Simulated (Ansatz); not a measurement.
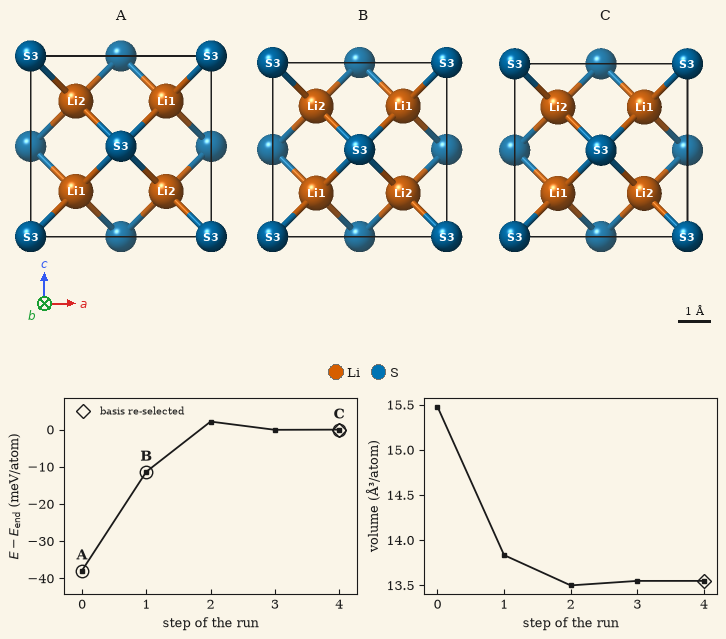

Frames of a relaxation of crystalline Li2S (set up in Fm-3m), marked on the history of the run. The picture is a ball-and-stick view of the conventional cell (4 times the calculation's cell), seen along the b axis. Lengths and directions refer to the drawn axes.

Case: relaxed at 7 GPa.

Level of theory: DFT PBE, scalar-relativistic, plane waves, PAW (Ansatz 0.2.0). Settings: plane-wave cutoff 420 eV; k-point mesh 8 × 8 × 8; occupations fixed; target pressure 7 GPa; no spin polarisation; cell and atoms relaxed; force threshold 0.001 eV/Å; at most 60 steps.

### Describe the path.

After 3 accepted moves (4 points after the start) the energy has risen by 37.9 meV per atom. With the target pressure of 7 GPa, the enthalpy E + pV changes by −46.5 meV per atom. All forces vanish by symmetry, so only the cell relaxes. Pressure: 0.00 GPa at the start and 7.00 GPa at the end. The SCF was repeated once at an unchanged geometry on a basis and grid sized afresh for the cell, which shifted the energy by 0.1 meV per atom at most. The atoms keep their places relative to the cell (all moves are under 0.005 Å). Cell: a = b = c 5.706 → 5.458 Å (−4.3 %). Volume −12.5 %. Some distances before and after: Li1–S3 2.471 → 2.363 Å. The space group stays Fm-3m (No. 225). From step 0 to 1: volume −10.6 %, energy +26.5 meV per atom. From step 1 to 4: volume −2.1 %, energy +11.3 meV per atom.
